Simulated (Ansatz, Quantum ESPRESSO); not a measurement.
# Complex bands of ZnSe, zinc blende type, lattice constant set to 5.653 Å, part 4 of 4

Aim: how fast states decay in the gap of ZnSe, zinc blende type, lattice constant set to 5.653 Å.

Quantum ESPRESSO 7.5; plane-wave DFT, LDA, GBRV ultrasoft pseudopotentials; cross-check by Ansatz 0.2.0 with PAW datasets.

So far. Step 2 (SCF with pw.x): The run needed 10 iterations to bring the estimated error under 1e-09 Ry.

## Step 6: Cross-check with Ansatz

A second code with its own PAW datasets, on the same atoms.

Level of this step: plane-wave DFT, LDA, Ansatz PAW (Ansatz 0.2.0).

Contents of input.yaml:

```yaml
crystal:
  lattice:
    - [3.997274634, 0.0, 0.0]
    - [0.0, 3.997274634, 0.0]
    - [0.0, 0.0, 5.653]
  atoms:
    - { symbol: Zn, position: [0.0, 0.0, 0.0] }
    - { symbol: Se, position: [0.5, 0.0, 0.25] }
    - { symbol: Zn, position: [0.5, 0.5, 0.5] }
    - { symbol: Se, position: [0.0, 0.5, 0.75] }
kpoints:
  mp_grid: { grid: [6, 6, 6] }
hamiltonian:
  xc: lda
scf:
  occupations: { method: fixed }
  convergence: { dr2_threshold: 1.0e-09 }
output:
  transmission:
    leads: [[0, 0]]
    kpoints: [[0, 0], [0.5, 0], [0.5, 0.5], [0.25, 0]]
    e_range: [-2.04, 4.93]
    de: 0.17
```

Launch:

```
$ ansatz run input.yaml --threads 2 --pin off --max-ram 4096MiB --backend cpu --events-out ev --progress --plain --runs-dir out
```

Numbers of over 12 decimals in the logs are rounded to 6 here.

Output:

```text
Engine: ansatz 0.2.0, x86_64-unknown-linux-gnu
Pseudopotentials: kind: paw
Pseudopotential: Zn, paw, valence charge 12, recommended cutoff 420 eV (normal), Zn.paw.azcp
Pseudopotential: Se, paw, valence charge 16, recommended cutoff 420 eV (normal), Se.paw.azcp
Functional definition: SPW92
  exchange = slater_x
  correlation = pw_c
Crystal: 4 atoms, lattice volume = 90.325 Å³
Basis set: ecut = 420 eV, 1787 PW (Γ)
Bands: 34, of which v1, the nominal top of the filled ones, is band 28 counted from 1 (27 counted from 0)
Symmetry: 16 space group operations
Space group: F-43m (ITA 216), of the structure as read, at distance tolerance 4.5e-5 Å
k-points: 40 of 216 (time reversal used)
Non-local potential: Zn, projectors of the file, l = 0: 2, l = 1: 2, l = 2: 3, l = 3: 1
Non-local potential: Se, projectors of the file, l = 0: 2, l = 1: 2, l = 2: 3, l = 3: 1
PAW form: soft (Blöchl's): semilocal exchange-correlation on the pseudo side does not see the compensation charge
PAW frozen core: Zn, regenerated for the run's functional, and the local potential with it (the file was generated under x = pbe(κ = 0.804, μ = 0.219515), c = pbe(β = 0.066725))
PAW frozen core: Se, regenerated for the run's functional, and the local potential with it (the file was generated under x = pbe(κ = 0.804, μ = 0.219515), c = pbe(β = 0.066725))
PAW one-centre angular grid: Zn, 590 points (default); XC on 64 Gauss nodes
PAW one-centre angular grid: Se, 590 points (default); XC on 64 Gauss nodes
Initial density: superposition of atomic densities (neutral atoms: chi_scale 0, normalization atom), corrected by the library's trained network
Initial wavefunctions: pseudopotential atomic-orbital guess
Functional: x = slater, c = lda
SCF iter   1: F=—  HF=-17261.663863 eV  |F-HF|=—  |Δ(HF+E_count)|=         —  Δρ=5.33e-3  dr2=1.52e-2  ethr=1.77e-3  ⟨swp⟩=5.0  Hψ=5028  notcnv=0  defer=147
preconditioner: auto → Resta (q_TF=auto, 2.519 Å⁻¹)  ε∞=5.4  [insulator: Δε(μ)=1.026 eV  Ē_g=11.121 eV  n_scr=28 (ndim 8)  ℏωp=23.4 eV  f_vac=0.116  ε∞_Penn≈5.4]
SCF iter   2: F=—  HF=-17261.659790 eV  |F-HF|=—  |Δ(HF+E_count)|=   4.07e-3  Δρ=2.46e-3  dr2=4.51e-3  ethr=2.71e-5  ⟨swp⟩=2.0  Hψ=2400  notcnv=0  defer=160
SCF iter   3: F=—  HF=-17261.659204 eV  |F-HF|=—  |Δ(HF+E_count)|=   5.86e-4  Δρ=1.72e-3  dr2=1.31e-3  ethr=8.06e-6  ⟨swp⟩=2.0  Hψ=2006  notcnv=0  defer=160
SCF iter   4: F=—  HF=-17261.658714 eV  |F-HF|=—  |Δ(HF+E_count)|=   4.90e-4  Δρ=3.04e-4  dr2=7.52e-5  ethr=2.34e-6  ⟨swp⟩=2.0  Hψ=2006  notcnv=0  defer=158
SCF iter   5: F=—  HF=-17261.658722 eV  |F-HF|=—  |Δ(HF+E_count)|=   8.31e-6  Δρ=1.01e-4  dr2=1.08e-5  ethr=1.34e-7  ⟨swp⟩=2.0  Hψ=1950  notcnv=0  defer=74
SCF iter   6: F=—  HF=-17261.658726 eV  |F-HF|=—  |Δ(HF+E_count)|=   4.16e-6  Δρ=1.92e-5  dr2=4.77e-7  ethr=1.93e-8  ⟨swp⟩=2.5  Hψ=1940  notcnv=0  defer=74
SCF iter   7: F=—  HF=-17261.658727 eV  |F-HF|=—  |Δ(HF+E_count)|=   9.90e-7  Δρ=6.86e-6  dr2=4.73e-8  ethr=8.52e-10  ⟨swp⟩=2.0  Hψ=2406  notcnv=0  defer=74
SCF iter   8: F=—  HF=-17261.658727 eV  |F-HF|=—  |Δ(HF+E_count)|=   3.21e-8  Δρ=1.14e-6  dr2=1.30e-9  ethr=8.44e-11  ⟨swp⟩=2.0  Hψ=2406  notcnv=0  defer=74
SCF iter   9: F=-17261.658727 eV  HF=-17261.658727 eV  |F-HF|=1.09e-11  |Δ(HF+E_count)|=  4.69e-10  Δρ=3.68e-7  dr2=1.74e-10  ethr=1.79e-12  ⟨swp⟩=7.5  Hψ=4598  notcnv=0
SCF 1 converged in 9 iterations: F = -17261.658727 eV  dr2 = 1.74e-10
  greatest PAW one-centre occupation: 1.000 electrons in one spin orbital (limit 2), on the Se atom at site 3 (counted from 0), in its partial waves of l = 2
transmission: 8 of 32 steps passed
transmission: 16 of 32 steps passed
transmission: 24 of 32 steps passed
transmission: 32 of 32 steps passed
SCF converged after 9 iterations
Free energy (F): -17261.658727 eV
Harris-Foulkes:  -17261.658727 eV  (|F-HF|=1.09e-11)
Internal energy: -17261.658727 eV  (E = F + TS)
E sigma→0 (E₀):  -17261.658727 eV
Fermi energy:    6.561105 eV
--- Per-component energies (eV) ---
  E_band       = -783.509797
  E_kinetic    = 501.955767
  E_local      = -8784.202862  (includes V_loc(G=0)·N_el)
  E_nonlocal   = 55.488170
  E_hartree    = 4058.518192
  E_xc         = -478.090502
  E_vxc        = -303.909727  (∫ρ·V_xc dr)
  E_paw        = -7166.934206  (= ΣΔE_a)
  E_vpaw       = -369.874973  (= ΣTr[D̂ρ^β])
  E_aug_tail   = -0.001847  (compensation charges beyond the density's cutoff)
  E_ewald      = -5455.940446
  E_core_change = 7.549007  (= ΣΔE_core)
  E_smearing   = -0.000000  (= −TS)
  E_closure    = 0.000000  (closes the sum)
  Σ components = -17261.658727   (vs F -17261.658727, Δ=0.00e0)
--- Band table (eV; the first three rows and the last of 40) ---
  k-point 0: bands = [... 24 lower, 4.3328, 6.5604, 6.5611, 6.5611, 7.6231, 9.3579, 9.8870, 12.2747, ... 2 higher]
  k-point 1: bands = [... 24 lower, 4.4507, 5.7248, 6.3524, 6.3524, 8.5193, 9.4723, 10.0232, 11.8701, ... 2 higher]
  k-point 2: bands = [... 24 lower, 4.7852, 4.7852, 5.8546, 5.8546, 9.7027, 9.8121, 10.3403, 11.0949, ... 2 higher]
  k-point 39: bands = [... 24 lower, 3.7302, 3.7302, 3.8283, 3.8283, 11.9077, 11.9077, 12.0413, 12.0413, ... 2 higher]
--- Transmission ---
  basis      : 137 plane waves across, 8 finite elements along
  points     : 4, as listed
  energies   : 42 from -2.040000 to 4.930000 eV about the Fermi level, 0.170000 eV apart; the leads are filled to 0.530995 eV, and channels, transmission and decay are at 0.510000 eV
  crystal 0  : Se2Zn2, at the sites [0, 0], period 5.6530 Å: whole cells are its period
    offset         : up to 0.0000 Å between an atom of the period and one for which it stands
    channels       : 0.000000e0 a spin
    conductance    : none, the energies end too early or step too widely for 300 K: set another output.transmission.e_range or a lower de, or, where they end at an eighth of basis.ecutwfc, a higher one
    slowest decay  : 0.0753 /Å at (0.0000, 0.0000)
```

It took 20 s on 2 threads of AMD EPYC 9R14 (Zen 4), shared host; peak memory 0.53 GiB.

This step gave:

```
free energy                                      : -17261.6587 eV
gap by band count                                : 1.062 eV
symmetry operations                              : 16
slowest decay at the grid energy nearest mid-gap : 0.0753 Å⁻¹
peak of the smallest κ at the zone centre        : 0.0753 Å⁻¹
peak of the smallest κ at (1/2, 0)               : 0.2286 Å⁻¹
peak of the smallest κ at (1/4, 0)               : 0.2337 Å⁻¹
valence top, on the run's zero                   : 6.561 eV
```

K across = (0, 0) in the cell's reciprocal vectors; values within 0.0025 1/Å of each other count once, columns are sorted by size at each energy, a dash where no further value was kept. Table of Im kz of the slowest decaying states by energy, zero at the highest filled level of the SCF mesh:

```tsv
energy (eV)	decay 1 (Å⁻¹)	decay 2 (Å⁻¹)	decay 3 (Å⁻¹)
-2.040	1.21	-	-
-1.530	1.13	-	-
-1.020	1.02	1.06	1.49
-0.510	0.909	1.01	1.47
0.000	0.00442	0.827	0.927
0.510	0.0753	0.259	0.750
1.020	0.0291	0.338	0.673
1.530	0.381	0.587	0.632
2.040	0.404	0.469	0.522
2.550	0.271	0.408	0.412
3.060	0.246	0.407	1.24
3.570	0.389	1.20	-
4.080	0.121	0.359	1.17
4.420	0.187	0.330	1.14
```

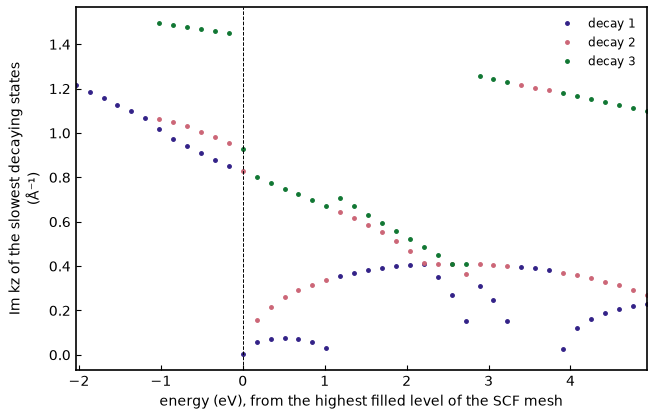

Im kz of the slowest decaying states against energy.

K across = (0, 0) in the cell's reciprocal vectors. Table of Re kz of states that move upwards by energy, zero at the highest filled level of the SCF mesh:

```tsv
energy (eV)	channel 1 (Å⁻¹)	channel 2 (Å⁻¹)	channel 3 (Å⁻¹)
-2.04	-0.387	0.235	0.235
-1.53	-0.300	0.468	0.468
-1.02	-0.471	-0.471	-0.216
-0.51	-0.304	-0.304	-0.130
0.00	-	-	-
0.17	-	-	-
0.68	-	-	-
1.19	0.0548	-	-
1.70	0.146	-	-
2.21	0.223	-	-
2.72	0.301	-	-
3.40	0.135	0.419	0.428
3.91	-0.527	-	-
4.42	-0.397	-	-
4.93	-0.278	-	-
```

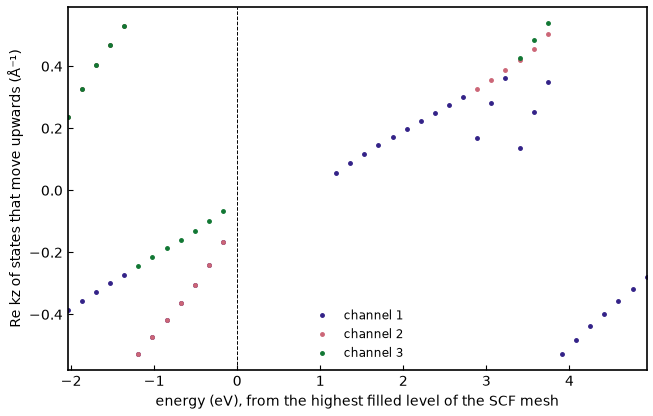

Re kz of states that move upwards, plotted against energy.

K across = (1/2, 0) in the cell's reciprocal vectors; values within 0.0025 1/Å of each other count once, columns are sorted by size at each energy, a dash where no further value was kept. The Im kz of the slowest decaying states by energy, zero at the highest filled level of the SCF mesh:

```tsv
energy (eV)	decay 1 (Å⁻¹)	decay 2 (Å⁻¹)	decay 3 (Å⁻¹)
-2.040	0.909	1.49	-
-1.530	0.763	1.35	-
-1.020	0.419	1.26	-
-0.510	0.149	0.602	1.18
0.000	0.205	0.707	1.10
0.510	0.227	0.742	1.03
1.020	0.225	0.751	0.962
1.530	0.200	0.744	0.893
2.040	0.138	0.728	0.823
2.550	0.702	0.751	-
3.060	0.669	0.675	-
3.570	0.590	0.628	-
4.080	0.0740	0.491	0.578
4.420	0.190	0.403	0.540
```

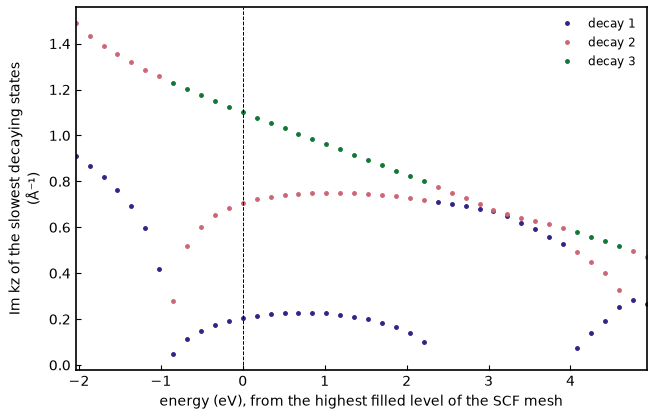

Im kz of the slowest decaying states against energy.

K across = (1/2, 1/2) in the cell's reciprocal vectors; values within 0.0025 1/Å of each other count once, columns are sorted by size at each energy, a dash where no further value was kept. Table of Im kz of the slowest decaying states by energy, zero at the highest filled level of the SCF mesh:

```tsv
energy (eV)	decay 1 (Å⁻¹)	decay 2 (Å⁻¹)
-2.04	0.178	0.188
-1.70	0.272	0.281
-1.19	0.337	0.341
-0.85	0.359	-
-0.34	0.369	0.378
0.00	0.367	0.381
0.34	0.359	0.379
0.85	0.337	0.367
1.19	0.316	0.353
1.70	0.271	0.322
2.04	0.230	0.295
2.55	0.136	0.238
2.89	0.183	-
3.23	0.0875	-
3.74	-	-
4.08	-	-
4.59	-	-
4.93	1.49	-
```

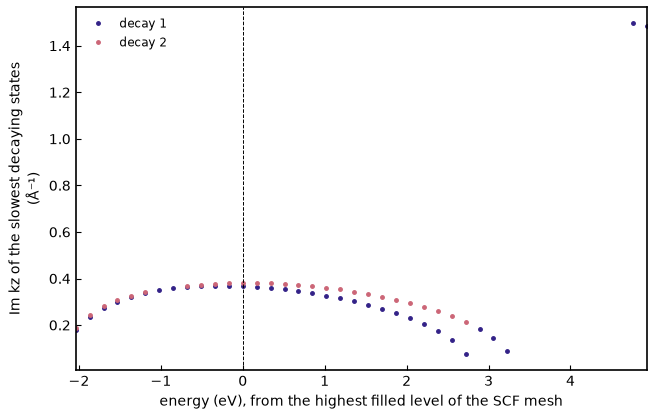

Im kz of the slowest decaying states against energy.

K across = (1/4, 0) in the cell's reciprocal vectors; values within 0.0025 1/Å of each other count once, columns are sorted by size at each energy, a dash where no further value was kept. Table of Im kz of the slowest decaying states by energy, zero at the highest filled level of the SCF mesh:

```tsv
energy (eV)	decay 1 (Å⁻¹)	decay 2 (Å⁻¹)	decay 3 (Å⁻¹)
-2.04	0.111	0.273	1.32
-1.70	0.139	1.22	1.40
-1.19	0.116	1.10	1.35
-0.85	1.04	1.32	1.42
-0.34	0.105	0.959	1.27
0.00	0.175	0.221	0.905
0.34	0.210	0.343	0.853
0.85	0.232	0.447	0.775
1.19	0.233	0.493	0.722
1.70	0.213	0.544	0.637
2.04	0.182	0.569	0.576
2.55	0.0474	0.469	0.600
2.89	0.377	0.619	0.870
3.23	0.139	0.241	0.640
3.74	0.108	0.185	0.684
4.08	0.184	0.190	0.654
4.59	0.175	0.206	0.600
4.93	0.146	0.191	0.528
```

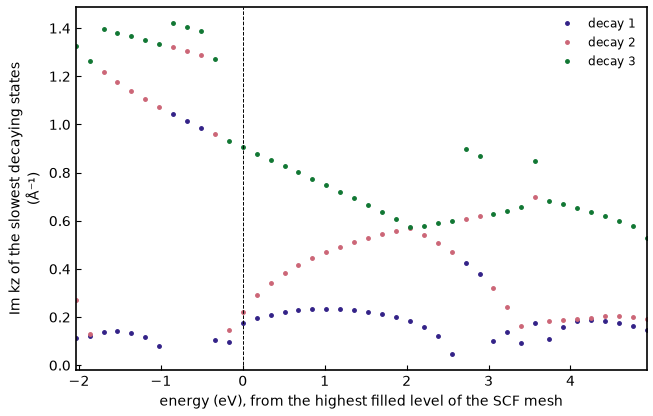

Im kz of the slowest decaying states, plotted against energy.

## Step 7: The arithmetic

T falls as exp(−2κd). With κ = 0.075 1/Å, 10 Å of barrier pass exp(−2 × 0.075 × 10) = 0.22 of that channel, interfaces aside.

## Step 8: Results

```
gap on the SCF mesh                                                  : 1.05 eV
smallest κ at mid-gap among the four k points, at the zone centre    : 0.075 Å⁻¹
peak of the smallest κ in the stop band at the zone centre           : 0.075 Å⁻¹
peak of the smallest κ in the stop band at (1/2, 0)                  : 0.228 Å⁻¹
peak of the smallest κ in the stop band at (1/4, 0)                  : 0.233 Å⁻¹
energy of the peak at the zone centre, over the highest filled level : 0.51 eV
peak at the zone centre by Ansatz                                    : 0.075 Å⁻¹
```

With a gap of 1.05 eV on the mesh, the smallest κ at mid-gap among the four k points, at the zone centre is 0.075 Å⁻¹ (LDA, GBRV ultrasoft). For a barrier with the Fermi level at mid-gap the slowest state found, at the zone centre, loses a factor of ten in probability every 15 Å or so. Stop bands away from the zone centre are mostly wider than the gap, so their peaks can lie above the conduction bottom. At the zone centre pwcond's peak is 0.075 and Ansatz's 0.075 1/Å, 0 % apart. The cell is the a/√2 one, turned by 45°, with two primitive cells, so X along [001] folds onto kz = 0. A semilocal gap is too small, often by a third to a half and by more in narrow-gap crystals, so real barriers decay faster. Spin-orbit coupling is left out; depending on the atoms that carry the levels of interest, it can split and shift them by tens to hundreds of meV.

[Logs are printed without paths, hosts, clocks, repeated set-up lines and the standing remarks that a program may print on its own settings, such as how far it seeks lower states.]

[Hosts, paths, dates, database ids (printed as entryN), source tags and the programs' standing remarks are cut or masked in the printed files.]

[Maps of the electrostatic potential energy from Ansatz leave out the sawtooth potential of an applied field or a dipole correction, so their vacuum need not be flat; planar profiles and work functions include it.]
